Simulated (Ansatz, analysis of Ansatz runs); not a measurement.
## Local vibrational mode of the N-H pair in ZnSe (r2SCAN)

How near does this set-up come to the measured local vibrational mode? Subject: N-H pair in ZnSe. Set-up: r2SCAN, 64-site cell, r2SCAN lattice, 500 eV, k: the single point 1/4 1/4 1/4. The model is a cell of 64 host atoms with N put on another atom's site and H put in between. The frequencies come from force constants among the defect atom and its neighbours, with the masses of the isotopes named. A meta-GGA costs about twice a GGA and mends lattice constants and part of the gap.

What was measured. N-H stretch, 1H: 3194 cm⁻¹ at 9 K, by FTIR absorption and Raman spectroscopy (quoted in “Hydrogen in Compound Semiconductors”, 1993, E.E. Haller, quoting earlier work). N-H wag, 1H: 783 cm⁻¹ at 9 K, by FTIR absorption and Raman spectroscopy (quoted in “Hydrogen in Compound Semiconductors”, 1993, E.E. Haller, quoting earlier work). The calculation is set beside it at the end.

Program: Ansatz 0.2.0. Level of theory: plane-wave PAW DFT, r2SCAN; relaxation of all atoms of a defect supercell. Results are calculated unless marked as measured.

## Step 1: Starting point

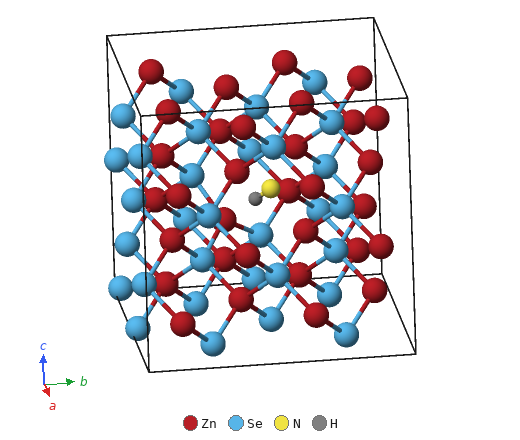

The starting structure, seen slightly off an axis (zinc red, selenium blue, nitrogen yellow, hydrogen grey). Bonds to atoms that aren't drawn are left out.

The cell holds 65 atoms: 32 Zn, 31 Se, 1 N and 1 H. Its edges and angles: a = 11.332 Å, b = 11.332 Å, c = 11.332 Å, α = 90.0°, β = 90.0°, γ = 90.0°. It derives from ZnSe (space group F-43m). Nearest the centre at fractional (0.355, 0.355, 0.605): H65 at 0.39 Å, N16 at 0.64 Å, Zn12 at 2.51 Å, Zn27 at 2.61 Å, Zn57 at 2.61 Å, Zn42 at 2.61 Å, Se13 at 3.69 Å, Se6 at 3.69 Å.

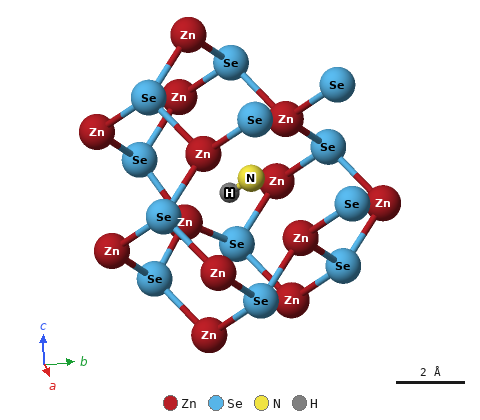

The atoms within 5 Å of the centre.

The host's primitive cell comes from a first run (plane-wave PAW DFT, r2SCAN; relaxation of the host's cell and atoms): vectors of 4.006, 4.006 and 4.006 Å. That is 22.74 Å³ an atom, 0.1 % under the diffraction cell's volume. The supercell is built on it.

## Step 2: Relaxation, charge 0

Every later number rests on the structure around the defect, so the atoms are relaxed at the host's lattice first.

Contents of relax/input.yaml:

```yaml
relax:
  f_tol: 0.01
  max_steps: 80
  random_displacement: { amplitude: 0.02, seed: 561 }
crystal:
  lattice:
    - [11.33171301, 0.0, 0.0]
    - [0.0, 0.0, -11.33171301]
    - [0.0, 11.33171301, 0.0]
  atoms:
    - { symbol: Zn, position: [0.0, 0.0, 0.0] }
    - { symbol: Zn, position: [0.0, 0.25, 0.25] }
    - { symbol: Zn, position: [0.25, 0.0, 0.25] }
    - { symbol: Zn, position: [0.25, 0.25, 0.0] }
    - { symbol: Se, position: [0.125, 0.125, 0.125] }
    - { symbol: Se, position: [0.125, 0.375, 0.375] }
    - { symbol: Se, position: [0.375, 0.125, 0.375] }
    - { symbol: Se, position: [0.375, 0.375, 0.125] }
    - { symbol: Zn, position: [0.0, 0.0, 0.5] }
    - { symbol: Zn, position: [0.0, 0.25, 0.75] }
    - { symbol: Zn, position: [0.25, 0.0, 0.75] }
    - { symbol: Zn, position: [0.227073193, 0.227073193, 0.477073193] }
    - { symbol: Se, position: [0.125, 0.125, 0.625] }
    - { symbol: Se, position: [0.125, 0.375, 0.875] }
    - { symbol: Se, position: [0.375, 0.125, 0.875] }
    - { symbol: "N", position: [0.387734174, 0.387734174, 0.637734174] }
    - { symbol: Zn, position: [0.0, 0.5, 0.0] }
    - { symbol: Zn, position: [0.0, 0.75, 0.25] }
    - { symbol: Zn, position: [0.25, 0.5, 0.25] }
    - { symbol: Zn, position: [0.25, 0.75, 0.0] }
    - { symbol: Se, position: [0.125, 0.625, 0.125] }
    - { symbol: Se, position: [0.125, 0.875, 0.375] }
    - { symbol: Se, position: [0.375, 0.625, 0.375] }
    - { symbol: Se, position: [0.375, 0.875, 0.125] }
    - { symbol: Zn, position: [0.0, 0.5, 0.5] }
    - { symbol: Zn, position: [0.0, 0.75, 0.75] }
    - { symbol: Zn, position: [0.25, 0.5, 0.75] }
    - { symbol: Zn, position: [0.25, 0.75, 0.5] }
    - { symbol: Se, position: [0.125, 0.625, 0.625] }
    - { symbol: Se, position: [0.125, 0.875, 0.875] }
    - { symbol: Se, position: [0.375, 0.625, 0.875] }
    - { symbol: Se, position: [0.375, 0.875, 0.625] }
    - { symbol: Zn, position: [0.5, 0.0, 0.0] }
    - { symbol: Zn, position: [0.5, 0.25, 0.25] }
    - { symbol: Zn, position: [0.75, 0.0, 0.25] }
    - { symbol: Zn, position: [0.75, 0.25, 0.0] }
    - { symbol: Se, position: [0.625, 0.125, 0.125] }
    - { symbol: Se, position: [0.625, 0.375, 0.375] }
    - { symbol: Se, position: [0.875, 0.125, 0.375] }
    - { symbol: Se, position: [0.875, 0.375, 0.125] }
    - { symbol: Zn, position: [0.5, 0.0, 0.5] }
    - { symbol: Zn, position: [0.5, 0.25, 0.75] }
    - { symbol: Zn, position: [0.75, 0.0, 0.75] }
    - { symbol: Zn, position: [0.75, 0.25, 0.5] }
    - { symbol: Se, position: [0.625, 0.125, 0.625] }
    - { symbol: Se, position: [0.625, 0.375, 0.875] }
    - { symbol: Se, position: [0.875, 0.125, 0.875] }
    - { symbol: Se, position: [0.875, 0.375, 0.625] }
    - { symbol: Zn, position: [0.5, 0.5, 0.0] }
    - { symbol: Zn, position: [0.5, 0.75, 0.25] }
    - { symbol: Zn, position: [0.75, 0.5, 0.25] }
    - { symbol: Zn, position: [0.75, 0.75, 0.0] }
    - { symbol: Se, position: [0.625, 0.625, 0.125] }
    - { symbol: Se, position: [0.625, 0.875, 0.375] }
    - { symbol: Se, position: [0.875, 0.625, 0.375] }
    - { symbol: Se, position: [0.875, 0.875, 0.125] }
    - { symbol: Zn, position: [0.5, 0.5, 0.5] }
    - { symbol: Zn, position: [0.5, 0.75, 0.75] }
    - { symbol: Zn, position: [0.75, 0.5, 0.75] }
    - { symbol: Zn, position: [0.75, 0.75, 0.5] }
    - { symbol: Se, position: [0.625, 0.625, 0.625] }
    - { symbol: Se, position: [0.625, 0.875, 0.875] }
    - { symbol: Se, position: [0.875, 0.625, 0.875] }
    - { symbol: Se, position: [0.875, 0.875, 0.625] }
    - { symbol: H, position: [0.335271, 0.335271, 0.585271] }
basis:
  ecutwfc: 500
  xc_grid: 2
hamiltonian:
  xc: r2scan
kpoints:
  mp_grid: { grid: [1, 1, 1], shift: [0.25, 0.25, 0.25] }
scf:
  occupations: { method: fermi_dirac, width: 0.01 }
  max_iter: 120
output:
  forces: true
checkpoint:
  write: "../relax.run"
  compress: false
  write_wavefunctions: true
  write_every: 100000
```

The run is started by

```bash
ansatz run input.yaml --threads 4 --pin off --max-ram 7536MiB --backend cpu --events-out ev --progress --plain --runs-dir out
```

Numbers of over 12 decimals in the logs are rounded to 6 here.

The log of the run:

```text
[... repeated set-up lines and file paths are left out, and long positions are rounded to six places ...]
Engine: ansatz 0.2.0, aarch64-unknown-linux-gnu
Pseudopotentials: kind: paw
Pseudopotential: Zn, paw, valence charge 12, recommended cutoff 500 eV (meta_gga), Zn.paw.azcp
Pseudopotential: Se, paw, valence charge 16, recommended cutoff 500 eV (meta_gga), Se.paw.azcp
Pseudopotential: N, paw, valence charge 5, recommended cutoff 500 eV (meta_gga), N.paw.azcp
Pseudopotential: H, paw, valence charge 1, recommended cutoff 500 eV (meta_gga), H.paw.azcp
Functional definition: r2SCAN
  parameter k0 = 0.174
  parameter k1 = 0.065
  parameter a1 = 4.9479
  exchange = r2scan_x(k0 = k0, k1 = k1, a1 = a1)
  correlation = r2scan_c
Crystal: 65 atoms, lattice volume = 1455.079 Å³
Basis set: ecut = 500 eV, 37073 PW (Γ), exchange–correlation on 180×180×180 points (8 copies of the dense FFT grid, shifted against one another)
Bands: 532, of which v1, the nominal top of the filled ones, is band 443 counted from 1 (442 counted from 0)
Symmetry: 1 space group operations
k-points: 1
Non-local potential: Zn, projectors of the file, l = 0: 2, l = 1: 2, l = 2: 3, l = 3: 1
Non-local potential: Se, projectors of the file, l = 0: 2, l = 1: 2, l = 2: 3, l = 3: 1
Non-local potential: N, projectors of the file, l = 0: 2, l = 1: 2, l = 2: 1
Non-local potential: H, projectors of the file, l = 0: 2, l = 1: 1
PAW form: soft (Blöchl's): semilocal exchange-correlation on the pseudo side does not see the compensation charge
PAW frozen core: Zn, regenerated for the run's functional (the file was generated under x = pbe(κ = 0.804, μ = 0.219515), c = pbe(β = 0.066725))
PAW frozen core: Se, regenerated for the run's functional (the file was generated under x = pbe(κ = 0.804, μ = 0.219515), c = pbe(β = 0.066725))
PAW frozen core: N, regenerated for the run's functional (the file was generated under x = pbe(κ = 0.804, μ = 0.219515), c = pbe(β = 0.066725))
PAW one-centre angular grid: Zn, 590 points (default); XC on 261 of its mesh's 2673 points in the sphere
PAW one-centre angular grid: Se, 590 points (default); XC on 160 Gauss nodes
PAW one-centre angular grid: N, 302 points (default); XC on 160 Gauss nodes
PAW one-centre angular grid: H, 302 points (default); XC on 160 Gauss nodes
Initial density: superposition of atomic densities (neutral atoms: chi_scale 0, normalization atom), corrected by the library's trained network
Initial wavefunctions: pseudopotential atomic-orbital guess
Functional: x = r2scan, c = r2scan; τ floored in thin density (d = 2e-4 eV/Å³)
SCF iter   1: F=—  HF=-276695.171871 eV  |F-HF|=—  |Δ(HF+E_count)|=         —  Δρ=1.41e-2  dr2=1.45e0  dr2_τ=2.80e-1  ethr=1.77e-3  ⟨swp⟩=6.0  Hψ=2099  notcnv=0  defer=12
preconditioner: auto → Resta (q_TF=auto, 2.512 Å⁻¹)  ε∞=5.0  [insulator: Δε(μ)=2.630 eV  Ē_g=11.699 eV  σ=0.010 eV  W_gap=1.00  n_scr=388 (ndim 8)  ℏωp=23.4 eV  f_vac=0.119  D(μ)=0.00/eV (n_scr^D=0)  ε∞_Penn≈5.0]
SCF iter   2: F=—  HF=-276695.042482 eV  |F-HF|=—  |Δ(HF+E_count)|=   1.29e-1  Δρ=2.34e-3  dr2=7.93e-2  dr2_τ=9.88e-3  ethr=1.64e-4  ⟨swp⟩=3.0  Hψ=905  notcnv=0  defer=85
SCF iter   3: F=—  HF=-276695.005355 eV  |F-HF|=—  |Δ(HF+E_count)|=   3.71e-2  Δρ=3.10e-3  dr2=7.76e-2  dr2_τ=3.63e-4  ethr=8.95e-6  ⟨swp⟩=3.0  Hψ=740  notcnv=0  defer=85
SCF iter   4: F=—  HF=-276694.999919 eV  |F-HF|=—  |Δ(HF+E_count)|=   5.44e-3  Δρ=1.08e-3  dr2=1.59e-2  dr2_τ=3.77e-4  ethr=8.76e-6  ⟨swp⟩=2.0  Hψ=739  notcnv=0  defer=85
SCF iter   5: F=—  HF=-276694.997551 eV  |F-HF|=—  |Δ(HF+E_count)|=   2.37e-3  Δρ=2.45e-4  dr2=1.06e-3  dr2_τ=6.47e-5  ethr=1.79e-6  ⟨swp⟩=2.0  Hψ=739  notcnv=0  defer=85
SCF iter   6: F=—  HF=-276694.999190 eV  |F-HF|=—  |Δ(HF+E_count)|=   1.64e-3  Δρ=1.35e-4  dr2=4.52e-4  dr2_τ=3.06e-5  ethr=1.20e-7  ⟨swp⟩=2.0  Hψ=975  notcnv=0  defer=85
SCF iter   7: F=—  HF=-276694.999169 eV  |F-HF|=—  |Δ(HF+E_count)|=   2.09e-5  Δρ=5.57e-5  dr2=4.53e-5  dr2_τ=1.00e-6  ethr=5.11e-8  ⟨swp⟩=2.0  Hψ=735  notcnv=0  defer=85
SCF iter   8: F=—  HF=-276694.999185 eV  |F-HF|=—  |Δ(HF+E_count)|=   1.63e-5  Δρ=2.20e-5  dr2=5.65e-6  dr2_τ=1.13e-7  ethr=5.11e-9  ⟨swp⟩=2.0  Hψ=735  notcnv=0  defer=85
SCF iter   9: F=—  HF=-276694.999187 eV  |F-HF|=—  |Δ(HF+E_count)|=   1.17e-6  Δρ=1.51e-5  dr2=2.55e-6  dr2_τ=6.80e-8  ethr=2.82e-10  ⟨swp⟩=5.0  Hψ=1865  notcnv=0
SCF iter  10: F=-276694.999186 eV  HF=-276694.999186 eV  |F-HF|=9.23e-8  |Δ(HF+E_count)|=   4.85e-7  Δρ=3.75e-6  dr2=2.72e-7  dr2_τ=4.25e-9  ethr=2.82e-10  ⟨swp⟩=4.0  Hψ=1636  notcnv=0
SCF 1 converged in 10 iterations: F = -276694.999186 eV  dr2 = 2.72e-7
  greatest PAW one-centre occupation: 1.000 electrons in one spin orbital (limit 2), on the Se atom at site 5 (counted from 0), in its partial waves of l = 2
relax step   1: F+E_penalty+E_count = -276694.99918613 eV  Δ(F+E_penalty+E_count) = +0.000e0 eV  max|allowed force component| = 1.695e0 eV/Å  Δτ_max = 0.0000 Å  (10 SCF iters, dr2 threshold 2.50e-6 eV, accepted)
[... the SCF cycles and remarks between the steps are left out from here to the last step ...]
relax step   2: F+E_penalty+E_count = -276696.26921132 eV  Δ(F+E_penalty+E_count) = -1.270e0 eV  max|allowed force component| = 1.131e0 eV/Å  Δτ_max = 0.1968 Å  (7 SCF iters, dr2 threshold 1.00e-4 eV, accepted)
relax step   3: F+E_penalty+E_count = -276696.79429973 eV  Δ(F+E_penalty+E_count) = -5.251e-1 eV  max|allowed force component| = 3.116e-1 eV/Å  Δτ_max = 0.1949 Å  (7 SCF iters, dr2 threshold 7.99e-5 eV, accepted)
relax step   4: F+E_penalty+E_count = -276696.82246259 eV  Δ(F+E_penalty+E_count) = -2.816e-2 eV  max|allowed force component| = 5.302e-1 eV/Å  Δτ_max = 0.2000 Å  (8 SCF iters, dr2 threshold 7.37e-6 eV, accepted)
relax step   5: F+E_penalty+E_count = -276696.85963093 eV  Δ(F+E_penalty+E_count) = -3.717e-2 eV  max|allowed force component| = 2.239e-1 eV/Å  Δτ_max = 0.1130 Å  (6 SCF iters, dr2 threshold 2.13e-5 eV, accepted)
relax step   6: F+E_penalty+E_count = -276696.86213681 eV  Δ(F+E_penalty+E_count) = -2.506e-3 eV  max|allowed force component| = 5.644e-2 eV/Å  Δτ_max = 0.0123 Å  (5 SCF iters, dr2 threshold 8.94e-6 eV, accepted)
relax step   7: F+E_penalty+E_count = -276696.86261964 eV  Δ(F+E_penalty+E_count) = -4.828e-4 eV  max|allowed force component| = 2.746e-3 eV/Å  Δτ_max = 0.0083 Å  (6 SCF iters, dr2 threshold 2.02e-7 eV, accepted)
iter 1 solved again at ethr=1.40e-11 eV; its pass at ethr=3.10e-3 eV (dr2=1.24e-7 eV) is discarded
SCF iter   1: F=—  HF=-276696.862620 eV  |F-HF|=—  |Δ(HF+E_count)|=         —  Δρ=2.23e-6  dr2=1.24e-7  dr2_τ=1.19e-9  ethr=1.40e-11  ⟨swp⟩=1.0  Hψ=1476  notcnv=0  defer=85
SCF iter   2: F=-276696.862620 eV  HF=-276696.862620 eV  |F-HF|=1.16e-8  |Δ(HF+E_count)|=   1.69e-8  Δρ=1.47e-6  dr2=5.71e-8  dr2_τ=5.98e-10  ethr=1.13e-11  ⟨swp⟩=3.0  Hψ=1824  notcnv=0
SCF 8 converged in 2 iterations: F = -276696.862620 eV  dr2 = 5.71e-8
relax step   8: F+E_penalty+E_count = -276696.86261966 eV  Δ(F+E_penalty+E_count) = -1.979e-8 eV  max|allowed force component| = 2.746e-3 eV/Å  Δτ_max = 0.0000 Å  (2 SCF iters, accepted)
NSCF: frozen V_eff on 1 k-points
the band table was solved once a step of the walk had ended and its energy, with any forces and stress, was formed, with the checks that follow a solve (1561 applications of the Hamiltonian). They found nothing against the state; [...]
iter 1 solved again at ethr=6.45e-12 eV; its pass at ethr=3.10e-3 eV (dr2=5.71e-8 eV) is discarded
SCF iter   1: F=—  HF=-276696.862620 eV  |F-HF|=—  |Δ(HF+E_count)|=         —  Δρ=1.47e-6  dr2=5.71e-8  dr2_τ=5.99e-10  ethr=6.45e-12  ⟨swp⟩=1.0  Hψ=1476  notcnv=0
SCF iter   2: F=-276696.862620 eV  HF=-276696.862620 eV  |F-HF|=6.58e-9  |Δ(HF+E_count)|=   1.14e-8  Δρ=1.02e-6  dr2=2.81e-8  dr2_τ=2.46e-10  ethr=6.44e-12  ⟨swp⟩=3.0  Hψ=1263  notcnv=0
SCF 9 converged in 2 iterations: F = -276696.862620 eV  dr2 = 2.81e-8
NSCF: frozen V_eff on 1 k-points
the band table was solved once a step of the walk had ended and its energy, with any forces and stress, was formed, with the checks that follow a solve (1328 applications of the Hamiltonian). They found nothing against the state; [...]
SCF converged after 2 iterations
Free energy (F): -276696.862620 eV
Harris-Foulkes:  -276696.862620 eV  (|F-HF|=6.58e-9)
Internal energy: -276696.862620 eV  (E = F + TS)
E sigma→0 (E₀):  -276696.862620 eV
Fermi energy:    7.588564 eV
--- Per-component energies (eV) ---
  E_band       = -12486.909336
  E_kinetic    = 8004.510885
  E_local      = -139166.785339  (includes V_loc(G=0)·N_el)
  E_nonlocal   = 1378.880375
  E_hartree    = 64441.697394
  E_xc         = -7076.943741
  E_vxc        = -5082.484395  (∫ρ·V_xc dr)
  E_paw        = -119022.134034  (= ΣΔE_a)
  E_vpaw       = -6763.425251  (= ΣTr[D̂ρ^β])
  E_aug_tail   = -0.008249  (compensation charges beyond the density's cutoff)
  E_vtau       = 259.007128  (kinetic-family band-sum trace: ∫τ·v_τ [+ j·A + Jᵃ·Aᵃ] dr)
  E_ewald      = -85195.498670
  E_core_change = -60.581242  (= ΣΔE_core)
  E_smearing   = -0.000000  (= −TS)
  E_closure    = 0.000000  (closes the sum)
  Σ components = -276696.862620   (vs F -276696.862620, Δ=0.00e0)
--- Forces (eV/Å), atoms counted from 1 ---
  atom   1  Zn     0.00019708    -0.00081506    -0.00065572
  atom   2  Zn    -0.00003701     0.00007323    -0.00126663
  [... 3 atoms left out ...]
  atom   6  Se     0.00050185     0.00053133    -0.00013681
  atom   7  Se    -0.00010440    -0.00061168     0.00056184
  [... 4 atoms left out ...]
  atom  12  Zn    -0.00194449    -0.00081952    -0.00143604
  atom  13  Se    -0.00006069     0.00010190     0.00016337
  [... 2 atoms left out ...]
  atom  16  N     -0.00195873    -0.00079804    -0.00075915
  [... 10 atoms left out ...]
  atom  27  Zn    -0.00006030    -0.00050615    -0.00047727
  [... 1 atom left out ...]
  atom  29  Se     0.00141731    -0.00004232    -0.00016037
  [... 12 atoms left out ...]
  atom  42  Zn    -0.00175929    -0.00196702     0.00163416
  [... 14 atoms left out ...]
  atom  57  Zn    -0.00178928    -0.00043137     0.00011420
  [... 7 atoms left out ...]
  atom  65  H      0.00160003     0.00103761    -0.00121000
  max |Σ_I F_I| component: 2.22e-4 eV/Å
--- Band table (eV) ---
  k-point 0: bands = ["-41.4432", "-41.4428", "-41.4419", "-41.4348", [... 524 left out ...] "14.0039", "14.1305", "14.1307", "14.1600"]
--- Relaxed structure (8 steps of the walk, 8 accepted, 0 SCFs on fresh bases) ---
  F+E_penalty+E_count = -276696.86261966 eV   max|allowed force component| = 2.746e-3 eV/Å
  atoms:
    - { symbol: Zn, position: [-0.000228, -0.000114, -0.000976] }
    - { symbol: Zn, position: [-0.004468, 0.249917, 0.245696] }
    [... 3 atoms left out ...]
    - { symbol: Se, position: [0.121519, 0.377097, 0.371693] }
    - { symbol: Se, position: [0.376966, 0.121673, 0.371693] }
    [... 4 atoms left out ...]
    - { symbol: Zn, position: [0.216040, 0.216157, 0.466198] }
    - { symbol: Se, position: [0.121514, 0.121681, 0.627130] }
    [... 2 atoms left out ...]
    - { symbol: N, position: [0.391946, 0.391962, 0.642076] }
    [... 10 atoms left out ...]
    - { symbol: Zn, position: [0.278007, 0.485999, 0.736071] }
    [... 1 atom left out ...]
    - { symbol: Se, position: [0.131947, 0.618740, 0.627712] }
    [... 12 atoms left out ...]
    - { symbol: Zn, position: [0.486007, 0.278130, 0.736178] }
    [... 14 atoms left out ...]
    - { symbol: Zn, position: [0.485972, 0.486007, 0.528166] }
    [... 7 atoms left out ...]
    - { symbol: H, position: [0.339737, 0.339680, 0.589863] }
```

Wall time 9.8 min (4 threads of Arm Neoverse V2, shared host); peak memory 5.8 GiB.

Step by step:

```tsv
step	energy less that of the first step (eV)	largest force component (eV/Å)
1	0.0000	1.6945
2	-1.2700	1.1307
3	-1.7951	0.3116
4	-1.8233	0.5302
5	-1.8604	0.2239
6	-1.8630	0.0564
7	-1.8634	0.0027
8	-1.8634	0.0027
```

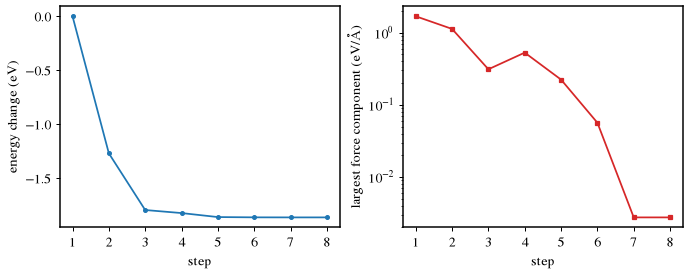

Energy and largest force along the relaxation.

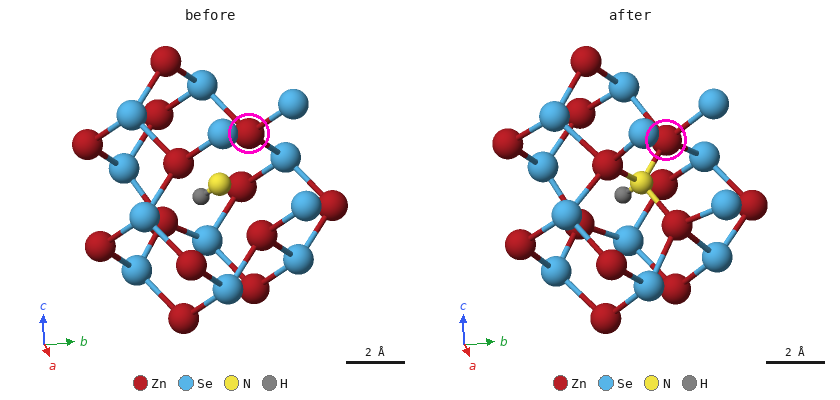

Before and after: the atoms that start within 5 Å of the centre. Zn27, which moves most, is ringed if it is among them.

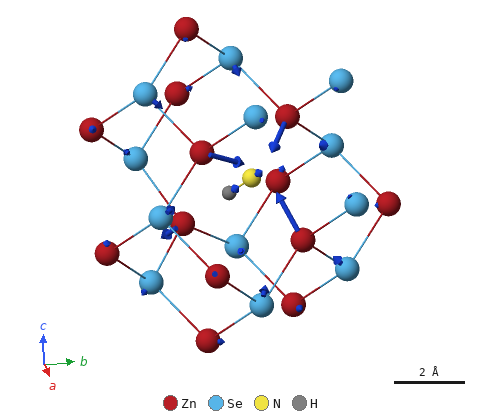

Displacements in the relaxation from the typed sites near the centre, exaggerated; the longest in the cell stands for 0.39 Å.

The atoms that moved most (Å, from the sites as typed, ahead of the random displacement):

```tsv
atom	dx	dy	dz	length
Zn27	0.319	-0.158	0.159	0.390
Zn57	-0.158	0.319	0.159	0.389
Zn42	-0.157	-0.157	-0.319	0.389
Zn12	-0.124	-0.124	0.124	0.214
Se23	0.030	0.080	0.071	0.111
Se14	0.080	-0.071	-0.030	0.111
Se29	0.080	0.030	0.071	0.111
Se45	-0.070	0.030	-0.080	0.111
```

The atoms nearest to the centre after the run:

```tsv
atom	distance (Å)
H65	0.302
N16	0.723
Zn57	2.271
Zn27	2.273
Zn42	2.273
Zn12	2.728
Se7	3.749
Se6	3.751
Se13	3.751
```

Neighbours of the added atoms: H65: N16 1.03, Zn12 2.43, Zn42 2.45 Å.

This step gave:

- free energy: -276696.8626 eV

The relaxation ends 29 meV an atom lower than the displaced start, with a largest force component of 0.0027 eV/Å.

(Part 1 of 2 ends here.)

[Logs are printed without paths, hosts, clocks, repeated set-up lines and the standing remarks that a program may print on its own settings, such as how far it seeks lower states.]

[Hosts, paths, dates, database ids (printed as entryN), source tags and the programs' standing remarks are cut or masked in the printed files.]

[For some hosts the program warned that the k-mesh of the response run may be too coarse for force constants and the static dielectric constant; such warnings are not shown here.]
